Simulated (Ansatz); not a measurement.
# NiO: which magnetic state does the SCF reach?

Wanted: the lowest electronic state of NiO in this cell. One SCF may end in a higher state, so several starts are tried. We look at NiO: its deposited structure (space group Fm-3m, primitive cell doubled), with 4 atoms per cell. Source: COD entry 4320508, which need not be the ambient phase.

Computed with Ansatz 0.2.0 (DFT r2SCAN, PAW, plane waves, scalar-relativistic, unless a step's input says otherwise).

### 1 The structure to begin with

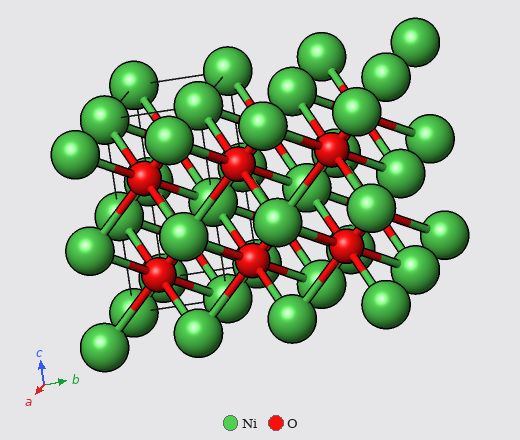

The starting structure, seen slightly off an axis (nickel green, oxygen red). 2×3×1 cells are drawn. Atoms on the faces are drawn again on the opposite ones.

Structure file:

```cif
data_structure
_symmetry_space_group_name_H-M 'P 1'
_symmetry_Int_Tables_number 1
_cell_length_a 2.9697
_cell_length_b 2.9697
_cell_length_c 5.9395
_cell_angle_alpha 60.000
_cell_angle_beta 60.000
_cell_angle_gamma 60.000
_cell_volume 37.04
loop_
_atom_site_label
_atom_site_type_symbol
_atom_site_fract_x
_atom_site_fract_y
_atom_site_fract_z
_atom_site_occupancy
Ni1 Ni 0.00000 0.00000 0.00000 1
Ni2 Ni 0.00000 0.00000 0.50000 1
O1 O 0.50000 0.50000 0.25000 1
O2 O 0.50000 0.50000 0.75000 1
```

In tables a label like O4 counts atoms in the order of input.yaml; a structure file may count by element.

First come: parallel moments, plain SCF; opposed moments +-, plain SCF; no spin polarisation; spin on, no moments given (the program may seed its own), plain SCF. What is tried next depends on their ends.

A plain SCF has the search for lower states switched off and ends at the first converged state. 

Moments by site are taken inside atomic spheres; the rest lies between them.

### 2 Parallel moments, plain SCF

Input file input.yaml:

```yaml
crystal:
  lattice:
    - [0.0, 2.09993, 2.09993]
    - [2.09993, 0.0, 2.09993]
    - [4.19986, 4.19986, 0.0]
  atoms:
    - { symbol: Ni, position: [0.0, 0.0, 0.0], spin: 2.0 }
    - { symbol: Ni, position: [0.0, 0.0, 0.5], spin: 2.0 }
    - { symbol: O, position: [0.5, 0.5, 0.25] }
    - { symbol: O, position: [0.5, 0.5, 0.75] }
magnetization:
  spin_polarized: true
hamiltonian:
  xc: r2scan
  pseudopotentials: { kind: paw }
basis:
  ecutwfc: 500
kpoints:
  mp_grid: { grid: [8, 8, 4] }
scf:
  occupations: { method: fermi_dirac, width: 0.1 }
  lower_state_search: "off"
output:
  forces: true
  stress: true
```

What it wrote (excerpt; [...] marks lines left out):

```text
[...]
Pseudopotentials: kind: paw
Pseudopotential: Ni, paw, valence charge 18, recommended cutoff 500 eV (meta_gga), Ni.paw.azcp
Pseudopotential: O, paw, valence charge 6, recommended cutoff 500 eV (meta_gga), O.paw.azcp
Functional definition: r2SCAN
[...]
Crystal: 4 atoms, lattice volume = 37.040 Å³
Basis set: ecut = 500 eV, 923 PW (Γ), exchange–correlation on 96×96×180 points (64 copies of the dense FFT grid, shifted against one another)
Bands: 32, of which v1, the nominal top of the filled ones, is band 24 counted from 1 (23 counted from 0)
Symmetry: 24 space group operations
Space group: Fm-3m (ITA 225), of the structure as read, at distance tolerance 3.3e-5 Å
Magnetic group: BNS 225.116 (UNI 1618), of the structure as read, at distance tolerance 3.3e-5 Å
k-points: 35 of 256
[...]
Starting moments: Σ|m| = 4 μB on 2 of 4 sites
[...]
SCF iter   1: F=-12784.453944 eV  HF=-12830.549665 eV  |F-HF|=4.61e1  |Δ(HF+E_count)|=         —  Δρ=3.70e-1 (↑9.37e-2 ↓3.70e-1)  dr2=5.20e1  dr2_τ=2.19e-1  dr2_m=8.91e0  M=1.142 μB ∫|m|=1.150 μB  β_m=0.30  ethr=3.10e-3  ⟨swp⟩=5.3  Hψ=8207  notcnv=0  defer=3
[...]
spin=Collinear: Kerker preconditioning applied to the charge; magnetization (m = ρ↑ − ρ↓) channel mixes plain (no charge-response kernel on spin).
[...]
spin-set hold released at iteration 2 (the charge has settled, or the pull on large starting moments outlasts its swing): the magnetisation degrees of freedom join the quasi-Newton model from the next iteration; the mixer history was flushed
[...]
SCF iter  17: F=-12826.878063 eV  HF=-12826.878063 eV  |F-HF|=3.96e-8  |Δ(HF+E_count)|=   1.75e-7  Δρ=4.59e-6 (↑3.48e-6 ↓4.59e-6)  dr2=4.31e-9  dr2_τ=1.78e-10  dr2_m=1.78e-10  M=3.999 μB ∫|m|=4.033 μB  ethr=3.40e-11  ⟨swp⟩=3.7  Hψ=6561  notcnv=0
[...]
this state was not tested for a lower state beside it, because the mixer in use, unlike msr1, does not test its closes by its own steps (another_mixer; see scf.mixing.algorithm and scf.lower_state_search)
SCF converged after 17 iterations
Magnetization: 3.9987 μB (25.9993 up, 22.0007 down)
Absolute magnetization: 4.0294 μB (∫|ρ↑−ρ↓|, with the PAW one-centre terms)
Spin contamination: 0.0052 ħ² per cell (⟨S²⟩ above its minimum at these occupations)
Per-site moments (μB) at R_I (Å): [(1.6704847613677263, 0.8662211249999998), (1.6704847613677263, 0.866221125), (0.28407140347053794, 0.866221125), (0.28407140347053794, 0.8662211249999998)]
Free energy (F): -12826.878063 eV
[...]
E sigma→0 (E₀):  -12826.877638 eV
Entropy (-TS):   -0.000850 eV (-0.212 meV/atom)
Fermi energy:    14.166211 eV
[...]
--- Forces (eV/Å), atoms counted from 1 ---
  atom   1  Ni     0.00000000     0.00000000     0.00000000
  atom   2  Ni     0.00000000    -0.00000000     0.00000000
  atom   3  O      0.00000000     0.00000000     0.00000000
  atom   4  O      0.00000000     0.00000000     0.00000000
[...]
--- Stress (GPa, compression-positive) ---
       -1.701583      -0.000005       0.000005
       -0.000005      -1.701583       0.000005
        0.000005       0.000005      -1.701583
  P = ⅓ Tr σ = -1.7016 GPa (-17.016 kbar)
```

It took 13 s on 2 threads of an Arm CPU, shared host; peak memory 0.47 GiB.

The state reached is ferromagnetic, site moments Ni1 1.67, Ni2 1.67, O3 0.28, O4 0.28 μB, total 4.00 μB per cell, a gap of 0.85 eV on the k-mesh.

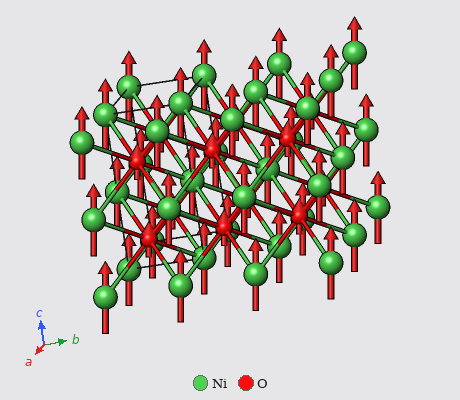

The moments of this state as arrows, longer for larger moments (red one way, blue the other). Without spin-orbit coupling their common direction is free.

### 3 Opposed moments +-, plain SCF

input.yaml, as its differences from that of step 2:

```diff
@@ -7,3 +7,3 @@
     - { symbol: Ni, position: [0.0, 0.0, 0.0], spin: 2.0 }
-    - { symbol: Ni, position: [0.0, 0.0, 0.5], spin: 2.0 }
+    - { symbol: Ni, position: [0.0, 0.0, 0.5], spin: -2.0 }
     - { symbol: O, position: [0.5, 0.5, 0.25] }
```

What it wrote (excerpt; [...] marks lines left out):

```text
[... 13 lines as in an earlier run ...]
Symmetry: 12 space group operations
Space group: R-3m (ITA 166), of the structure as read, at distance tolerance 3.3e-5 Å
Magnetic group: BNS 166.102 (UNI 1332), of the structure as read, at distance tolerance 3.3e-5 Å
[... 9 lines as in an earlier run ...]
Starting moments: Σ|m| = 4 μB on 2 of 4 sites
Starting magnetic order: antiferromagnet; a translation exchanges its spin sublattices: spin-degenerate at every k-point
[... 2 lines as in an earlier run ...]
the translation (0, 0, 0.5) carries every atom to within crystal.symmetry.tolerance of an atom of its element with the starting moment reversed, but both spin channels are solved: the dense FFT box has an odd point count along it
[...]
Magnetization: 0.0000 μB (24.0000 up, 24.0000 down)
Absolute magnetization: 3.4743 μB (∫|ρ↑−ρ↓|, with the PAW one-centre terms)
Spin contamination: 1.8156 ħ² per cell (⟨S²⟩ above its minimum at these occupations)
Per-site moments (μB) at R_I (Å): [(1.5820630786605834, 0.8662211249999998), (-1.5820628851529892, 0.866221125), (-9.92301222943411e-9, 0.866221125), (-9.923012165131231e-9, 0.8662211249999998)]
Free energy (F): -12827.198969 eV
[...]
E sigma→0 (E₀):  -12827.198967 eV
Entropy (-TS):   -0.000004 eV (-0.001 meV/atom)
Fermi energy:    14.234547 eV
[...]
--- Forces (eV/Å), atoms counted from 1 ---
  atom   1  Ni    -0.00000000     0.00000000    -0.00000000
  atom   2  Ni     0.00000000     0.00000000    -0.00000000
  atom   3  O      0.00000027     0.00000027    -0.00000027
  atom   4  O     -0.00000027    -0.00000027     0.00000027
[...]
--- Stress (GPa, compression-positive) ---
       -5.458334      -0.200116       0.200116
       -0.200116      -5.458334       0.200116
        0.200116       0.200116      -5.458334
  P = ⅓ Tr σ = -5.4583 GPa (-54.583 kbar)
```

Run time: 11 s. Hardware: 2 threads of an Arm CPU, shared host; peak memory 0.48 GiB.

End: antiferromagnetic (magnetic neighbours of Ni1 with a moment over 0.3 of its own that point the other way: 6 of 12 at 2.97 Å, 6 of 6 at 4.20 Å), site moments Ni1 1.58, Ni2 -1.58 μB, total 0.00 μB per cell, a gap of 2.39 eV on the k-mesh. It lies 80.2 meV/atom below the lowest state so far (step 2).

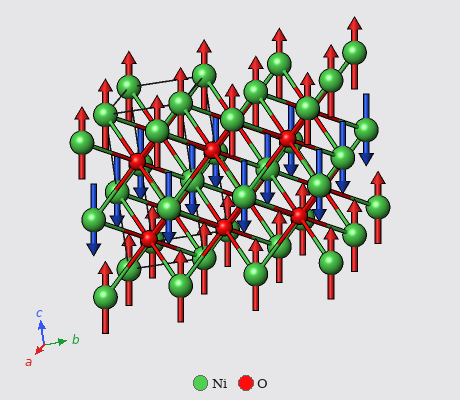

The moments of this state as arrows, longer for larger moments (red one way, blue the other). Without spin-orbit coupling their common direction is free.

### 4 No spin polarisation

input.yaml, as its differences from that of step 3:

```diff
@@ -6,8 +6,6 @@
   atoms:
-    - { symbol: Ni, position: [0.0, 0.0, 0.0], spin: 2.0 }
-    - { symbol: Ni, position: [0.0, 0.0, 0.5], spin: -2.0 }
+    - { symbol: Ni, position: [0.0, 0.0, 0.0] }
+    - { symbol: Ni, position: [0.0, 0.0, 0.5] }
     - { symbol: O, position: [0.5, 0.5, 0.25] }
     - { symbol: O, position: [0.5, 0.5, 0.75] }
-magnetization:
-  spin_polarized: true
 hamiltonian:
```

What it wrote (excerpt; [...] marks lines left out):

```text
[... 12 lines as in an earlier run ...]
Bands: 28, of which v1, the nominal top of the filled ones, is band 24 counted from 1 (23 counted from 0)
[... 10 lines as in an earlier run ...]
[...]
[... 2 lines as in an earlier run ...]
SCF iter   1: F=-12825.066306 eV  HF=-12824.923078 eV  |F-HF|=1.43e-1  |Δ(HF+E_count)|=         —  Δρ=1.47e-2  dr2=5.00e-2  dr2_τ=1.33e-1  ethr=1.77e-3  ⟨swp⟩=4.5  Hψ=3422  notcnv=0
[...]
SCF iter   9: F=-12825.079207 eV  HF=-12825.079207 eV  |F-HF|=5.48e-8  |Δ(HF+E_count)|=   1.44e-7  Δρ=1.29e-5  dr2=6.32e-8  dr2_τ=3.66e-9  ethr=2.08e-10  ⟨swp⟩=3.9  Hψ=4837  notcnv=0
[...]
SCF converged after 9 iterations
Free energy (F): -12825.079207 eV
[...]
E sigma→0 (E₀):  -12825.007377 eV
Entropy (-TS):   -0.143661 eV (-35.915 meV/atom)
Fermi energy:    14.008434 eV
[...]
--- Forces (eV/Å), atoms counted from 1 ---
  atom   1  Ni     0.00000000     0.00000000    -0.00000000
  atom   2  Ni     0.00000000     0.00000000    -0.00000000
  atom   3  O     -0.00000000    -0.00000000     0.00000000
  atom   4  O     -0.00000000     0.00000000    -0.00000000
[...]
--- Stress (GPa, compression-positive) ---
      -12.613065      -0.000007       0.000007
       -0.000007     -12.613065       0.000007
        0.000007       0.000007     -12.613065
  P = ⅓ Tr σ = -12.6131 GPa (-126.131 kbar)
```

Run time: 4.3 s. Hardware: 2 threads of an Arm CPU, shared host; peak memory 0.44 GiB.

Result: non-magnetic (no spin polarisation), no gap on the k-mesh. Against step 3, the lowest until now, it is 530 meV/atom higher.

### 5 Spin on, no moments given (the program may seed its own), plain SCF

input.yaml, as its differences from that of step 4:

```diff
@@ -23 +23,3 @@
   stress: true
+magnetization:
+  spin_polarized: true
```

What it wrote (excerpt; [...] marks lines left out):

```text
band count auto-derived: 30 (N_el = 48.0; filled up to band 24; 29 by the electrons, moments and atoms)
[... 12 lines as in an earlier run ...]
Bands: 30, of which v1, the nominal top of the filled ones, is band 24 counted from 1 (23 counted from 0)
[... 13 lines as in an earlier run ...]
SCF iter   1: F=-12776.757073 eV  HF=-12832.503674 eV  |F-HF|=5.57e1  |Δ(HF+E_count)|=         —  Δρ=2.32e-1 (↑2.32e-1 ↓2.32e-1)  dr2=6.08e1  dr2_τ=1.88e-1  dr2_m=0.00e0  M=0.000 μB ∫|m|=0.000 μB  β_m=0.30  ethr=3.10e-3  ⟨swp⟩=5.3  Hψ=3740  notcnv=0
[...]
[... 1 line as in an earlier run ...]
[...]
SCF iter  11: F=-12826.878063 eV  HF=-12826.878063 eV  |F-HF|=3.66e-10  |Δ(HF+E_count)|=   9.99e-7  Δρ=8.88e-6 (↑6.68e-6 ↓8.88e-6)  dr2=4.80e-8  dr2_τ=6.26e-10  dr2_m=8.21e-9  M=3.999 μB ∫|m|=4.033 μB  ethr=2.08e-10  ⟨swp⟩=3.6  Hψ=8946  notcnv=0
[...]
SCF converged after 11 iterations
Magnetization: 3.9987 μB (25.9993 up, 22.0007 down)
Absolute magnetization: 4.0295 μB (∫|ρ↑−ρ↓|, with the PAW one-centre terms)
Spin contamination: 0.0052 ħ² per cell (⟨S²⟩ above its minimum at these occupations)
Per-site moments (μB) at R_I (Å): [(1.6704895784763987, 0.8662211249999998), (1.6704895784763978, 0.866221125), (0.2840763286809173, 0.866221125), (0.2840763286809172, 0.8662211249999998)]
Free energy (F): -12826.878063 eV
[...]
E sigma→0 (E₀):  -12826.877638 eV
Entropy (-TS):   -0.000849 eV (-0.212 meV/atom)
Fermi energy:    14.166115 eV
[... 28 lines left out: energy terms, forces, stress ...]
```

It took 8.6 s on 2 threads of an Arm CPU, shared host; peak memory 0.47 GiB.

The run ends in the same state as step 2 (ferromagnetic); it took 11 iterations.

### 6 Parallel moments scaled by 0.03, plain SCF

input.yaml, as its differences from that of step 5:

```diff
@@ -6,6 +6,8 @@
   atoms:
-    - { symbol: Ni, position: [0.0, 0.0, 0.0] }
-    - { symbol: Ni, position: [0.0, 0.0, 0.5] }
+    - { symbol: Ni, position: [0.0, 0.0, 0.0], spin: 0.06 }
+    - { symbol: Ni, position: [0.0, 0.0, 0.5], spin: 0.06 }
     - { symbol: O, position: [0.5, 0.5, 0.25] }
     - { symbol: O, position: [0.5, 0.5, 0.75] }
+magnetization:
+  spin_polarized: true
 hamiltonian:
@@ -23,3 +25 @@
   stress: true
-magnetization:
-  spin_polarized: true
```

What it wrote (excerpt; [...] marks lines left out):

```text
[... 12 lines as in an earlier run ...]
Bands: 29, of which v1, the nominal top of the filled ones, is band 24 counted from 1 (23 counted from 0)
[... 12 lines as in an earlier run ...]
Starting moments: Σ|m| = 0.12 μB on 2 of 4 sites
[... 2 lines as in an earlier run ...]
SCF iter   1: F=-12776.770497 eV  HF=-12832.501941 eV  |F-HF|=5.57e1  |Δ(HF+E_count)|=         —  Δρ=2.36e-1 (↑2.27e-1 ↓2.36e-1)  dr2=6.07e1  dr2_τ=1.88e-1  dr2_m=7.48e-3  M=0.042 μB ∫|m|=0.043 μB  β_m=0.30  ethr=3.10e-3  ⟨swp⟩=5.0  Hψ=7098  notcnv=0
[...]
[... 1 line as in an earlier run ...]
[...]
spin-set hold released at iteration 15 (site moments' squared step at or under half its running peak, from the soft ceiling on): the magnetisation degrees of freedom join the quasi-Newton model from the next iteration; the mixer history was flushed
[...]
SCF iter  27: F=-12826.878063 eV  HF=-12826.878063 eV  |F-HF|=1.36e-8  |Δ(HF+E_count)|=   1.14e-6  Δρ=5.21e-6 (↑3.76e-6 ↓5.21e-6)  dr2=1.74e-8  dr2_τ=2.17e-10  dr2_m=4.04e-10  M=3.999 μB ∫|m|=4.033 μB  ethr=1.46e-10  ⟨swp⟩=4.1  Hψ=7326  notcnv=0
[...]
[... 1 line as in an earlier run ...]
SCF converged after 27 iterations
Magnetization: 3.9987 μB (25.9993 up, 22.0007 down)
Absolute magnetization: 4.0294 μB (∫|ρ↑−ρ↓|, with the PAW one-centre terms)
Spin contamination: 0.0052 ħ² per cell (⟨S²⟩ above its minimum at these occupations)
Per-site moments (μB) at R_I (Å): [(1.6704902757650055, 0.8662211249999998), (1.6704902757650044, 0.866221125), (0.2840637966757023, 0.866221125), (0.28406379667570236, 0.8662211249999998)]
Free energy (F): -12826.878063 eV
[...]
E sigma→0 (E₀):  -12826.877638 eV
Entropy (-TS):   -0.000849 eV (-0.212 meV/atom)
Fermi energy:    14.166298 eV
[... 28 lines left out: energy terms, forces, stress ...]
```

Run time: 20 s. Hardware: 2 threads of an Arm CPU, shared host; peak memory 0.46 GiB.

The run ends in the same state as step 2 (ferromagnetic); it took 27 iterations.

### 7 Moments ++ scaled by 0.4, plain SCF

input.yaml, as its differences from that of step 6:

```diff
@@ -6,4 +6,4 @@
   atoms:
-    - { symbol: Ni, position: [0.0, 0.0, 0.0], spin: 0.06 }
-    - { symbol: Ni, position: [0.0, 0.0, 0.5], spin: 0.06 }
+    - { symbol: Ni, position: [0.0, 0.0, 0.0], spin: 0.8 }
+    - { symbol: Ni, position: [0.0, 0.0, 0.5], spin: 0.8 }
     - { symbol: O, position: [0.5, 0.5, 0.25] }
```

What it wrote (excerpt; [...] marks lines left out):

```text
[... 25 lines as in an earlier run ...]
Starting moments: Σ|m| = 1.6 μB on 2 of 4 sites
[... 2 lines as in an earlier run ...]
SCF iter   1: F=-12778.259145 eV  HF=-12832.194553 eV  |F-HF|=5.39e1  |Δ(HF+E_count)|=         —  Δρ=2.88e-1 (↑1.72e-1 ↓2.88e-1)  dr2=5.91e1  dr2_τ=1.94e-1  dr2_m=1.37e0  M=0.511 μB ∫|m|=0.515 μB  β_m=0.30  ethr=3.10e-3  ⟨swp⟩=5.3  Hψ=7417  notcnv=0
[...]
[... 1 line as in an earlier run ...]
[...]
spin-set hold released at iteration 9 (site moments contracting): the magnetisation degrees of freedom join the quasi-Newton model from the next iteration; the mixer history was flushed
[...]
SCF iter  23: F=-12826.878063 eV  HF=-12826.878063 eV  |F-HF|=1.97e-8  |Δ(HF+E_count)|=   2.89e-7  Δρ=8.11e-7 (↑8.11e-7 ↓6.47e-7)  dr2=2.57e-10  dr2_τ=5.04e-12  dr2_m=6.12e-12  M=3.999 μB ∫|m|=4.033 μB  ethr=1.00e-12  ⟨swp⟩=4.0  Hψ=6612  notcnv=0
[...]
[... 1 line as in an earlier run ...]
SCF converged after 23 iterations
Magnetization: 3.9987 μB (25.9993 up, 22.0007 down)
Absolute magnetization: 4.0294 μB (∫|ρ↑−ρ↓|, with the PAW one-centre terms)
Spin contamination: 0.0052 ħ² per cell (⟨S²⟩ above its minimum at these occupations)
Per-site moments (μB) at R_I (Å): [(1.6704807399918022, 0.8662211249999998), (1.6704807399918016, 0.866221125), (0.2840720192329616, 0.866221125), (0.2840720192329618, 0.8662211249999998)]
Free energy (F): -12826.878063 eV
[...]
E sigma→0 (E₀):  -12826.877638 eV
Entropy (-TS):   -0.000850 eV (-0.212 meV/atom)
Fermi energy:    14.166217 eV
[... 28 lines left out: energy terms, forces, stress ...]
```

It took 16 s on 2 threads of an Arm CPU, shared host; peak memory 0.46 GiB.

Nothing new: the 23 iterations lead to the state found in step 2 (ferromagnetic).

### 8 A moment on one site alone, plain SCF

input.yaml, as its differences from that of step 7:

```diff
@@ -6,4 +6,4 @@
   atoms:
-    - { symbol: Ni, position: [0.0, 0.0, 0.0], spin: 0.8 }
-    - { symbol: Ni, position: [0.0, 0.0, 0.5], spin: 0.8 }
+    - { symbol: Ni, position: [0.0, 0.0, 0.0] }
+    - { symbol: Ni, position: [0.0, 0.0, 0.5], spin: 2.0 }
     - { symbol: O, position: [0.5, 0.5, 0.25] }
```

What it wrote (excerpt; [...] marks lines left out):

```text
[... 15 lines as in an earlier run ...]
Magnetic group: BNS 166.97 (UNI 1327), of the structure as read, at distance tolerance 3.3e-5 Å
[... 9 lines as in an earlier run ...]
Starting moments: Σ|m| = 2 μB on 1 of 4 sites
[... 2 lines as in an earlier run ...]
SCF iter   1: F=-12781.474597 eV  HF=-12831.574618 eV  |F-HF|=5.01e1  |Δ(HF+E_count)|=         —  Δρ=3.01e-1 (↑1.76e-1 ↓3.01e-1)  dr2=5.54e1  dr2_τ=1.95e-1  dr2_m=3.90e0  M=0.607 μB ∫|m|=0.735 μB  β_m=0.30  ethr=3.10e-3  ⟨swp⟩=5.3  Hψ=7423  notcnv=0
[...]
[... 1 line as in an earlier run ...]
[...]
spin-set hold released at iteration 5 (the charge has settled, or the pull on large starting moments outlasts its swing): the magnetisation degrees of freedom join the quasi-Newton model from the next iteration; the mixer history was flushed
[...]
SCF iter  18: F=-12827.198969 eV  HF=-12827.198969 eV  |F-HF|=1.11e-8  |Δ(HF+E_count)|=   2.01e-7  Δρ=5.08e-6 (↑5.08e-6 ↓4.01e-6)  dr2=1.95e-8  dr2_τ=7.03e-11  dr2_m=4.78e-10  M=0.000 μB ∫|m|=3.477 μB  ethr=8.85e-11  ⟨swp⟩=4.5  Hψ=7643  notcnv=0
[...]
[... 1 line as in an earlier run ...]
SCF converged after 18 iterations
Magnetization: 0.0000 μB (24.0000 up, 24.0000 down)
Absolute magnetization: 3.4743 μB (∫|ρ↑−ρ↓|, with the PAW one-centre terms)
Spin contamination: 1.8156 ħ² per cell (⟨S²⟩ above its minimum at these occupations)
Per-site moments (μB) at R_I (Å): [(-1.5820516100161948, 0.8662211249999998), (1.5820587401728479, 0.866221125), (-2.4284677680818146e-6, 0.866221125), (-2.4284677682037145e-6, 0.8662211249999998)]
Free energy (F): -12827.198969 eV
[...]
E sigma→0 (E₀):  -12827.198967 eV
Entropy (-TS):   -0.000004 eV (-0.001 meV/atom)
Fermi energy:    14.234509 eV
[... 28 lines left out: energy terms, forces, stress ...]
```

It took 14 s on 2 threads of an Arm CPU, shared host; peak memory 0.48 GiB.

The run ends in the same state as step 3 (antiferromagnetic); it took 18 iterations.

### 9 All ends together

| step | iterations | state | moments of Ni1 Ni2 O3 O4 (μB) | total (μB) | gap (eV) | pressure (GPa) | above lowest (meV/atom) |
| --- | --- | --- | --- | --- | --- | --- | --- |
| 2 | 17 | 2 | 1.67 1.67 0.28 0.28 | 4.00 | 0.85 | -1.7 | 80.2 |
| 3 | 13 | 1 | 1.58 -1.58 0.00 0.00 | 0.00 | 2.39 | -5.5 | 0.0 |
| 4 | 9 | 3 | 0.00 0.00 0.00 0.00 | 0.00 | none | -12.6 | 530 |
| 5 | 11 | 2 | 1.67 1.67 0.28 0.28 | 4.00 | 0.85 | -1.7 | 80.2 |
| 6 | 27 | 2 | 1.67 1.67 0.28 0.28 | 4.00 | 0.85 | -1.7 | 80.2 |
| 7 | 23 | 2 | 1.67 1.67 0.28 0.28 | 4.00 | 0.85 | -1.7 | 80.2 |
| 8 | 18 | 1 | -1.58 1.58 0.00 0.00 | 0.00 | 2.39 | -5.5 | 0.0 |

States are numbered from the lowest. Starts by step: 2 parallel moments, plain SCF; 3 opposed moments +-, plain SCF; 4 no spin polarisation; 5 spin on, no moments given (the program may seed its own), plain SCF; 6 parallel moments scaled by 0.03, plain SCF; 7 moments ++ scaled by 0.4, plain SCF; 8 a moment on one site alone, plain SCF.

The 7 runs of this session took 87 s in all, from 4.3 s to 20 s each.

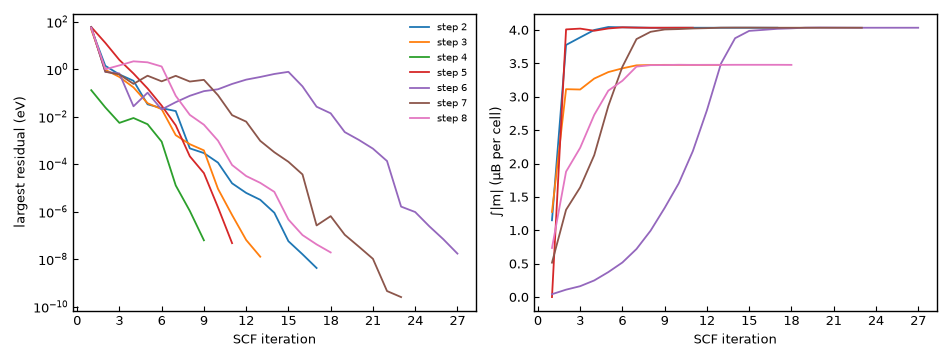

Residual and absolute moment along the iterations.

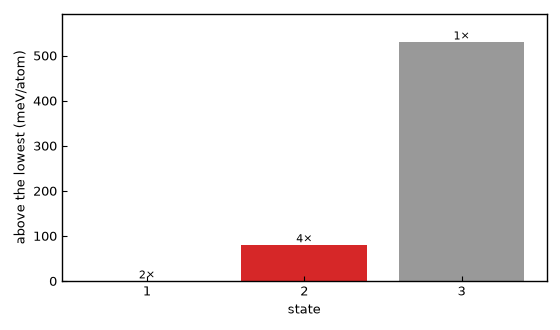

Energy of each distinct state, with the number of starts that reached it (red ferromagnetic, blue opposed moments, grey non-magnetic, green other).

### 10 Results

| quantity | value |
| --- | --- |
| distinct states | 3 from 7 converged runs |
| lowest state from plain starts | antiferromagnetic |
| its moments | Ni1 1.58, Ni2 -1.58 μB |
| total moment | 0.00 μB per cell |
| gap on the k-mesh | 2.39 eV |
| pressure | -5.5 GPa |
| largest force | 0.000 eV/Å |
| next state | ferromagnetic, 80.2 meV/atom higher |
| highest state | non-magnetic (no spin polarisation), 530 meV/atom higher |

What this shows: Distinct end states: 3, from 7 converged runs. Switching spin polarisation off costs 530 meV/atom in free energy, smearing entropy included. The best ferromagnetic state lies 80.2 meV/atom above the best antiferromagnetic one. A lower state than any found can't be excluded.
